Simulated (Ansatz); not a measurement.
SrTiO3: geometry relaxation (part 2 of 2)

Continued. System: SrTiO3 (5 atoms in the cell). Method: DFT PBE, scalar-relativistic, plane waves, PAW, no spin polarisation (Ansatz 0.2.0); cutoff 420 eV, 6×6×6 k-mesh, Gaussian smearing of 0.02 eV. The structure derives from a Materials Project entry.

Geometry of the input (Å; fractional positions):
```
3.9127  0.0000  0.0000
0.0000  3.9127  0.0000
0.0000  0.0000  3.9127
Sr 0.0000  0.0000  0.0000
Ti 0.5000  0.5000  0.5000
O  0.5000  0.0000  0.5000
O  0.5000  0.5000  0.0000
O  0.0000  0.5000  0.5000
```

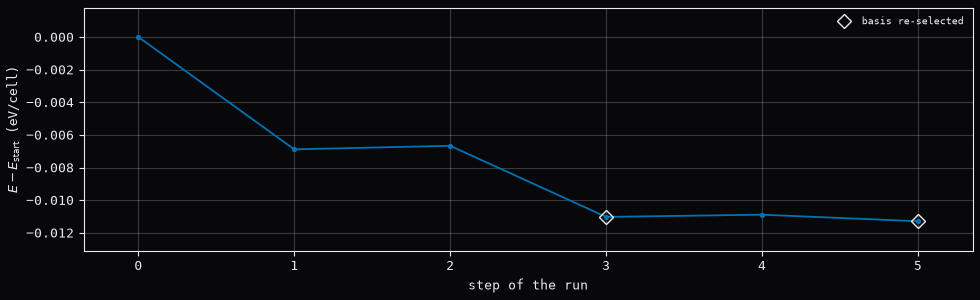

Figure 1. Progress of the relaxation, step by step (the first geometry is step 0 here and step 1 in the log).

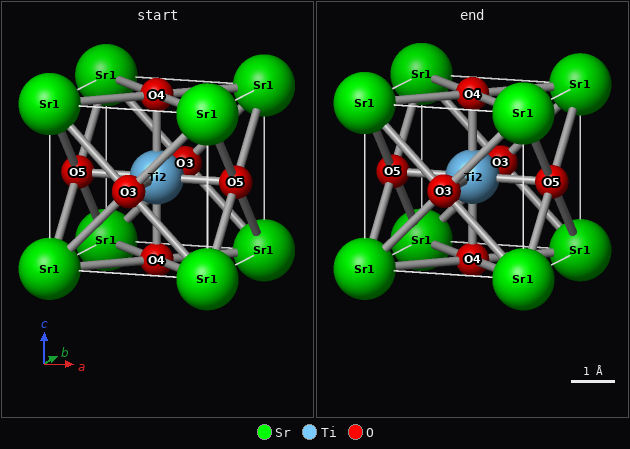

Figure 2. Before (left) and after (right) the relaxation, at one scale (ball-and-stick view of the cell of the calculation, seen slightly off an axis). Over 3 geometry steps the energy falls by 10.9 meV per cell of the calculation. All forces vanish by symmetry, so only the cell relaxes. The pressure goes from 3.22 to 0.01 GPa. The basis was re-selected once at an unchanged geometry, which shifts the energy a little without any move. No atom moves by more than 0.005 Å relative to the cell. The drawn cell changes as follows: a = b = c 3.913 → 3.936 Å (+0.6 %); the volume changes by +1.8 %. Among the contacts that change: Sr1–O3 2.767 → 2.783 Å, Ti2–O3 1.956 → 1.968 Å. The space group stays Pm-3m (No. 221). The energy change given includes the shifts at the re-selections in mid-walk, which come without any move. A last SCF at the same geometry on a re-selected plane-wave basis shifts the energy by −0.4 meV per cell of the calculation. (Atoms are counted from 1 in the order of the input.)

```
basis re-selected at this cell: Δ(F+E_penalty+E_count) = -4.014e-4 eV, ΔP = +0.002 GPa vs the last step (what re-selecting the basis moved, of the pressure what is left beyond the Pulay correction that the steps carried, after the strain that the cell walked since its last selection, with what the two solves' SCF thresholds leave and, on support functions, any second-order correction that the steps lacked; it is no measure of the basis error at this ecutwfc). This SCF's stress stands 5.59e-3 GPa from its target on what of the cell is left free (relax.cell.stress_tol is 5.00e-2 GPa) and its largest allowed force component is 3.69e-29 eV/Å (relax.f_tol is 5.00e-3 eV/Å): within both
SCF converged after 6 iterations
Free energy (F): -7754.487047 eV
Harris-Foulkes:  -7754.487047 eV  (|F-HF|=5.46e-12)
Internal energy: -7754.487047 eV  (E = F + TS)
E sigma→0 (E₀):  -7754.487047 eV
Fermi energy:    10.579628 eV
--- Per-component energies (eV) ---
  E_band       = -218.272167
  E_kinetic    = 1045.747593
  E_local      = -2414.608853  (includes V_loc(G=0)·N_el)
  E_nonlocal   = 347.836672
  E_hartree    = 844.074849
  E_xc         = -495.949613
  E_vxc        = -571.535972  (∫ρ·V_xc dr)
  E_paw        = -4213.381960  (= ΣΔE_a)
  E_vpaw       = -313.868727  (= ΣTr[D̂ρ^β])
  E_aug_tail   = 0.007474  (compensation charges beyond the density's cutoff)
  E_ewald      = -2868.213209
  E_smearing   = -0.000000  (= −TS)
  E_closure    = 0.000000  (closes the sum)
  Σ components = -7754.487047   (vs F -7754.487047, Δ=0.00e0)
--- Forces (eV/Å), atoms counted from 1 ---
  atom   1  Sr     0.00000000    -0.00000000    -0.00000000
  atom   2  Ti     0.00000000     0.00000000     0.00000000
  atom   3  O      0.00000000    -0.00000000    -0.00000000
  atom   4  O      0.00000000    -0.00000000     0.00000000
  atom   5  O      0.00000000     0.00000000     0.00000000
  max |Σ_I F_I| component: 4.37e-29 eV/Å
--- Stress (GPa, compression-positive) ---
        0.005588      -0.000000       0.000000
       -0.000000       0.005588      -0.000000
        0.000000      -0.000000       0.005588
  P = ⅓ Tr σ = 0.0056 GPa (0.056 kbar)
--- Band table (eV; the first three rows and the last of 20) ---
  k-point 0: bands = ["-46.8350", "-23.1298", "-23.0801", "-23.0801", "-23.0801", "-7.6713", "-6.7086", "-6.7086", "-5.1174", "-5.1174", "-5.1174", "6.8672", "6.8672", "6.8672", "8.5274", "8.5274", "8.5274", "9.3007", "9.3007", "9.3007", "11.5000", "11.5000", "11.5000", "13.8360", "13.8360"]
  k-point 1: bands = ["-46.8347", "-23.1637", "-23.0794", "-23.0794", "-23.0566", "-7.6859", "-6.7071", "-6.6995", "-5.1067", "-5.1067", "-4.9528", "6.5276", "6.8555", "6.8555", "8.2010", "8.2010", "8.3103", "8.5659", "9.1570", "9.1570", "11.5373", "12.0487", "12.0487", "13.8394", "14.5574"]
  k-point 2: bands = ["-46.8342", "-23.2097", "-23.0781", "-23.0781", "-23.0312", "-7.7964", "-6.6812", "-6.5479", "-5.0850", "-5.0850", "-4.6827", "5.8049", "6.8511", "6.8511", "7.5895", "7.6389", "7.6389", "7.9298", "8.9965", "8.9965", "11.6146", "12.9392", "12.9392", "13.8443", "15.5604"]
  k-point 19: bands = ["-46.8317", "-23.1373", "-23.1373", "-23.1373", "-23.0756", "-6.3861", "-6.3861", "-6.3861", "-5.3593", "-5.3593", "-5.3593", "5.0880", "5.5859", "5.5859", "6.0057", "6.0057", "6.0057", "9.6593", "9.6593", "9.6593", "13.9960", "13.9960", "13.9960", "16.5425", "16.5425"]
--- Relaxed structure (4 steps of the walk, 4 accepted, 2 SCFs on fresh bases) ---
  F+E_penalty+E_count = -7754.48704685 eV   max|allowed force component| = 3.692e-29 eV/Å   (the final SCF, on the basis selected at the relaxed cell)
  cell:  # Å, volume = 60.9971 Å³
    - [3.9364351354264135, -3.05941996374014e-35, 6.419766481290786e-35]
    - [-9.479186445030926e-35, 3.9364351354264135, 3.209883240645393e-35]
    - [6.419766481290786e-35, 3.209883240645393e-35, 3.9364351354264135]
  atoms:
    - { symbol: Sr, position: [9.325359069870692e-37, -2.563672601053039e-38, 2.5636725965902656e-38] }
    - { symbol: Ti, position: [0.49999999999999994, 0.49999999999999994, 0.49999999999999994] }
    - { symbol: O, position: [0.49999999999999994, 1.0254690387575915e-37, 0.49999999999999994] }
    - { symbol: O, position: [0.49999999999999994, 0.49999999999999994, -3.8455088948387224e-38] }
    - { symbol: O, position: [-5.8964469722033086e-37, 0.49999999999999994, 0.49999999999999994] }
```

## Trajectory as extended XYZ (Å, eV, eV/Å), 6 frames, from step=1 to step=6
```
5
Lattice="3.9127 0.0000 0.0000 0.0000 3.9127 0.0000 0.0000 0.0000 3.9127" Properties=species:S:1:pos:R:3:forces:R:3 step=1 energy=-7754.47575 pressure_GPa=3.22
Sr    0.0000    0.0000    0.0000    0.0000   0.0000   0.0000
Ti    1.9564    1.9564    1.9564    0.0000   0.0000   0.0000
O     1.9564    0.0000    1.9564    0.0000   0.0000   0.0000
O     1.9564    1.9564    0.0000    0.0000   0.0000   0.0000
O     0.0000    1.9564    1.9564    0.0000   0.0000   0.0000
5
Lattice="3.9338 0.0000 0.0000 0.0000 3.9338 0.0000 0.0000 0.0000 3.9338" Properties=species:S:1:pos:R:3:forces:R:3 step=2 energy=-7754.48264 pressure_GPa=0.23
Sr    0.0000    0.0000    0.0000    0.0000   0.0000   0.0000
Ti    1.9669    1.9669    1.9669    0.0000   0.0000   0.0000
O     1.9669    0.0000    1.9669    0.0000   0.0000   0.0000
O     1.9669    1.9669    0.0000    0.0000   0.0000   0.0000
O     0.0000    1.9669    1.9669    0.0000   0.0000   0.0000
5
Lattice="3.9355 0.0000 0.0000 0.0000 3.9355 0.0000 0.0000 0.0000 3.9355" Properties=species:S:1:pos:R:3:forces:R:3 step=3 energy=-7754.48242 pressure_GPa=0.01
Sr    0.0000    0.0000    0.0000    0.0000   0.0000   0.0000
Ti    1.9677    1.9677    1.9677    0.0000   0.0000   0.0000
O     1.9677    0.0000    1.9677    0.0000   0.0000   0.0000
O     1.9677    1.9677    0.0000    0.0000   0.0000   0.0000
O     0.0000    1.9677    1.9677    0.0000   0.0000   0.0000
5
Lattice="3.9355 0.0000 0.0000 0.0000 3.9355 0.0000 0.0000 0.0000 3.9355" Properties=species:S:1:pos:R:3:forces:R:3 step=4 energy=-7754.48678 pressure_GPa=0.13
Sr    0.0000    0.0000    0.0000    0.0000   0.0000   0.0000
Ti    1.9677    1.9677    1.9677    0.0000   0.0000   0.0000
O     1.9677    0.0000    1.9677    0.0000   0.0000   0.0000
O     1.9677    1.9677    0.0000    0.0000   0.0000   0.0000
O     0.0000    1.9677    1.9677    0.0000   0.0000   0.0000
5
Lattice="3.9364 0.0000 0.0000 0.0000 3.9364 0.0000 0.0000 0.0000 3.9364" Properties=species:S:1:pos:R:3:forces:R:3 step=5 energy=-7754.48664 pressure_GPa=0.00
Sr    0.0000    0.0000    0.0000    0.0000   0.0000   0.0000
Ti    1.9682    1.9682    1.9682    0.0000   0.0000   0.0000
O     1.9682    0.0000    1.9682    0.0000   0.0000   0.0000
O     1.9682    1.9682    0.0000    0.0000   0.0000   0.0000
O     0.0000    1.9682    1.9682    0.0000   0.0000   0.0000
5
Lattice="3.9364 0.0000 0.0000 0.0000 3.9364 0.0000 0.0000 0.0000 3.9364" Properties=species:S:1:pos:R:3:forces:R:3 step=6 energy=-7754.48705 pressure_GPa=0.01
Sr    0.0000    0.0000    0.0000    0.0000   0.0000   0.0000
Ti    1.9682    1.9682    1.9682    0.0000   0.0000   0.0000
O     1.9682    0.0000    1.9682    0.0000   0.0000   0.0000
O     1.9682    1.9682    0.0000    0.0000   0.0000   0.0000
O     0.0000    1.9682    1.9682    0.0000   0.0000   0.0000
```

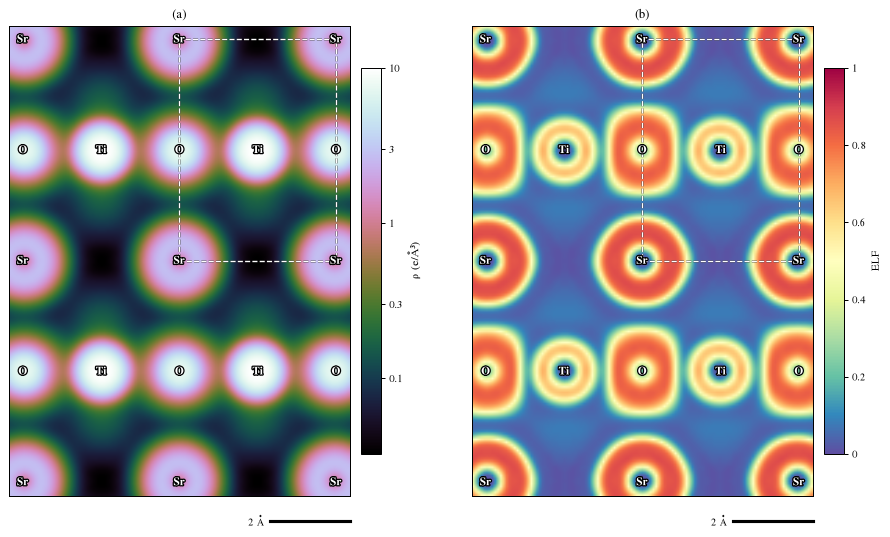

Figure 3. (a) valence charge density (pseudo); (b) electron localisation function on the (101̄) plane of the conventional cell. The section cuts through Sr, Ti and O sites. Ti–O (1.97 Å): ρ is about 0.68 e/Å³ halfway; the ELF is about 0.20 at the midpoint. Sr–O (2.78 Å): ρ at the midpoint is about 0.14 e/Å³; the ELF is about 0.05 at the midpoint, as expected for ionic bonding with no shared pair. Away from the nuclei the density in this plane falls to 0.03 e/Å³ at its lowest. The strong features right at Sr and Ti lie inside the PAW spheres (semicore, d or f shells) and say nothing about bonding. In a PAW calculation such maps are meaningful between the atoms, not at the nuclei.

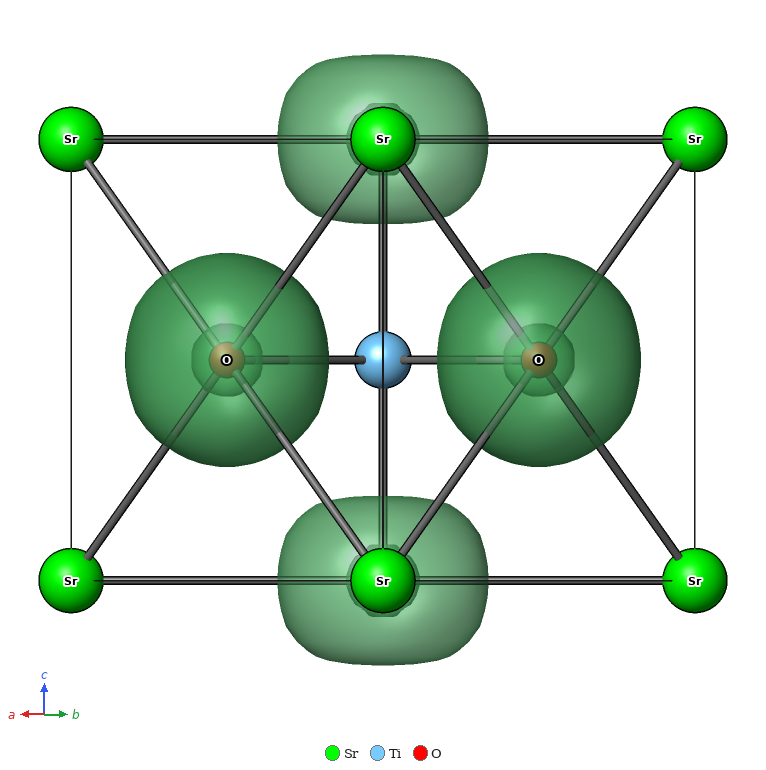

Figure 4. Isosurface of the ELF at 0.65 (green), seen along [110]. Core shells and regions of very low density are left out. Sticks mark near contacts. The outline is the cell set on symmetry axes. Profiles from the grid: Ti–O (1.97 Å): the ELF is about 0.20 at the midpoint.
